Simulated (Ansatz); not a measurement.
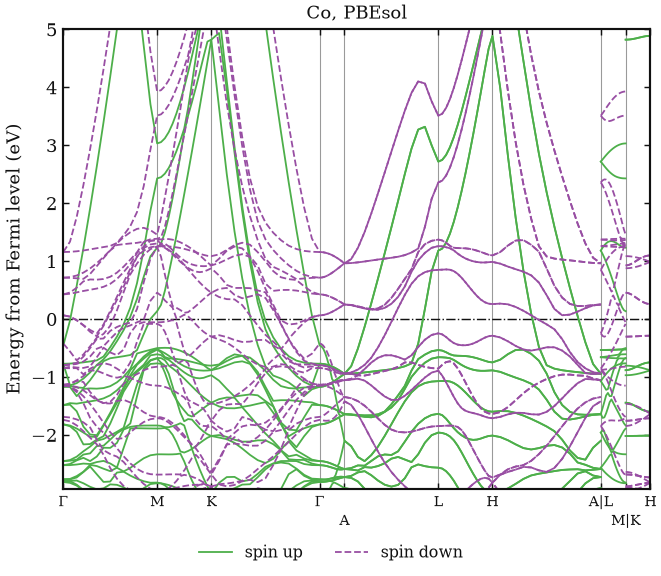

Band structure. Energies are counted from the Fermi level.

**Which Bravais lattice do the labels of the path belong to?**

A hexagonal (primitive) lattice: the path Γ–M–K–Γ–A–L–H–A|L–M|K–H runs through the special points of its Brillouin zone.

This input was run:

```yaml
crystal:
  lattice:
    - [2.4705617809, 0.0, 0.0]
    - [-1.2352808905, 2.1395692639, 0.0]
    - [0.0, 0.0, 8.0882338]
  atoms:
    - { symbol: Co, position: [0.6666666667, 0.3333333333, 0.75], spin: 2.0 }
    - { symbol: Co, position: [0.0, 0.0, 0.5], spin: 2.0 }
    - { symbol: Co, position: [0.3333333333, 0.6666666667, 0.25], spin: 2.0 }
    - { symbol: Co, position: [0.0, 0.0, 0.0], spin: 2.0 }
hamiltonian:
  xc: pbesol
  pseudopotentials: { kind: paw }
magnetization:
  spin_polarized: true
kpoints:
  mp_grid: { grid: [12, 12, 4] }
  band_path:
    path:
      - [[0.0, 0.0, 0.0], [0.5, 0.0, 0.0], [0.3333333333, 0.3333333333, 0.0], [0.0, 0.0, 0.0], [0.0, 0.0, 0.5], [0.5, 0.0, 0.5], [0.3333333333, 0.3333333333, 0.5], [0.0, 0.0, 0.5]]
      - [[0.5, 0.0, 0.5], [0.5, 0.0, 0.0]]
      - [[0.3333333333, 0.3333333333, 0.0], [0.3333333333, 0.3333333333, 0.5]]
    npoints: 14
scf:
  occupations: { method: fermi_dirac, width: 0.05 }
  n_extra_bands: 10
output:
  forces: true
  stress: true
  eigenvalues: true
  fatbands: true
```

System: Co, space group P6_3/mmc, 4 atoms in the cell.

Computed with Ansatz 0.2.0: PBEsol, Ansatz PAW, collinear spin, ferromagnetic start, no spin-orbit coupling, 12×12×4 k mesh, 420 eV cutoff, Fermi-Dirac smearing of 0.05 eV.

**Does this material conduct, going by its bands?**

A metal: bands cross the Fermi level along this path.

**Which levels at Γ lie nearest to the Fermi level?**

At Γ the nearest levels lie 0.42 eV below and 0.07 eV above the Fermi level.

The run ends ferromagnetic, with 6.59 μB a cell. The PAW data sets were made with another functional. The cell is at −6 GPa in this functional. Bands are joined in order of energy, so crossings between the computed points show as kinks or gaps.
